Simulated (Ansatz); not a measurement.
MgSi$_{16}$ (cell with a defect)

```
Si Mg
1.0
     0.00000    5.47009   -5.47009
     5.47009    5.47009    0.00000
     5.47009    0.00000   -5.47009
Si Mg
16 1
Direct
  0.13040 0.12779 0.13151
  0.13045 0.60690 0.13146
  0.60951 0.12783 0.13149
  0.62669 0.62407 0.12180
  0.13039 0.12778 0.61075
  0.12074 0.62408 0.62776
  0.62664 0.11823 0.62776
  0.62665 0.62402 0.62773
  0.25371 0.74406 0.25477
  0.25014 0.24752 0.25142
  0.74668 0.74407 0.25476
  0.74667 0.25111 0.25478
  0.25367 0.74412 0.74776
  0.25367 0.25111 0.74781
  0.75016 0.74763 0.75121
  0.74674 0.25105 0.74783
  0.00013 0.99752 0.00141
```

Method: DFT PBE, scalar-relativistic, plane waves, PAW in Ansatz 0.2.0.

Core electrons are frozen (PAW), and the valence fields are smoothed inside the atomic spheres.

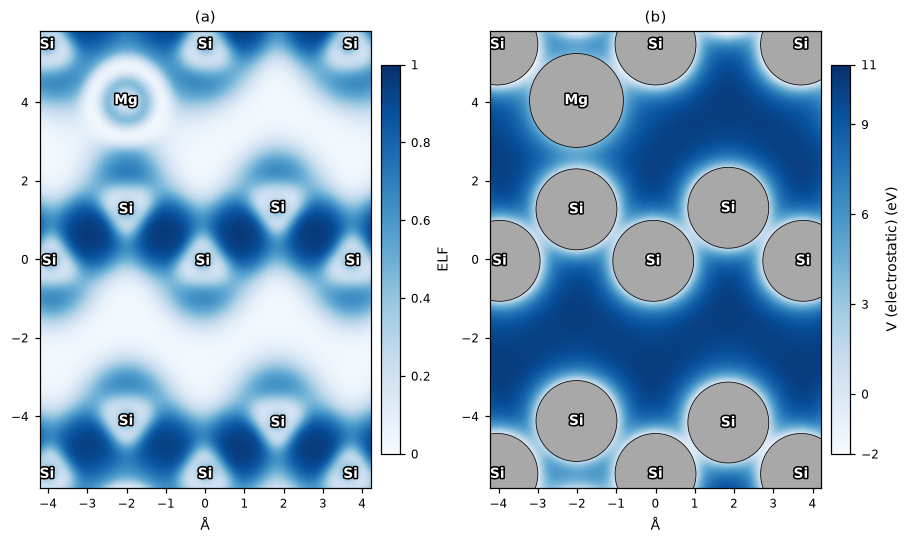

Figure 1. (a) electron localisation function; (b) electrostatic potential energy of an electron on the (11̄0) plane of the calculation cell. Grey discs cover the atomic cores in the potential map.

**What do the fields say about this system?**

The section cuts through Si and Mg sites. Si–Si (2.27 Å): the ELF peaks at about 0.95 between the atoms. Mg–Si (2.47 Å): the ELF peaks at about 0.60 in the valence shell of Si, 1.0 Å from its nucleus, and is about 0.50 at the midpoint. Si–Si (2.36 Å): the ELF peaks at about 0.95 between the atoms. Si–Si (2.42 Å): the ELF peaks at about 0.95 between the atoms. Mg–Si (2.77 Å): the ELF peaks at about 0.70 in the valence shell of Si, 1.0 Å from its nucleus, and is about 0.55 at the midpoint. Outside the cores the potential energy rises away from the atoms and is highest about 2.3 Å from the nearest atoms; its zero is arbitrary.

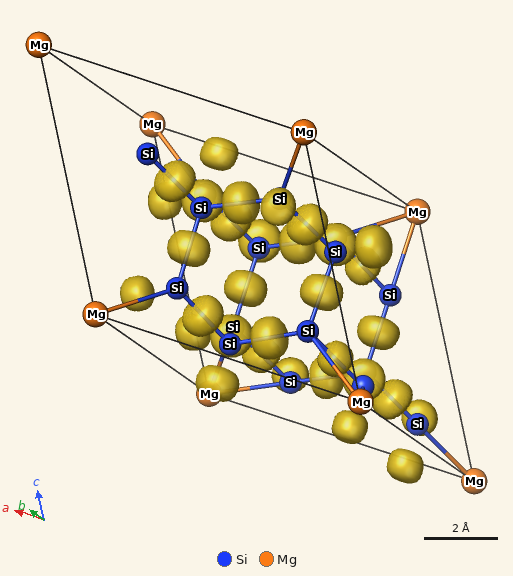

Figure 2. Isosurface of the electron localisation function at 0.85 (yellow), seen at an oblique angle. Core shells and regions of very low density are left out. Sticks mark near contacts.

**Where are the electrons localised?**

The ELF exceeds this value in 32 regions between bonded Si–Si atoms, counted in one cell of 17 atoms. Any copies at cell faces, edges or corners count once.

**Does the calculation give a band gap?**

It is metallic or semimetallic at this level of theory: no gap opens.
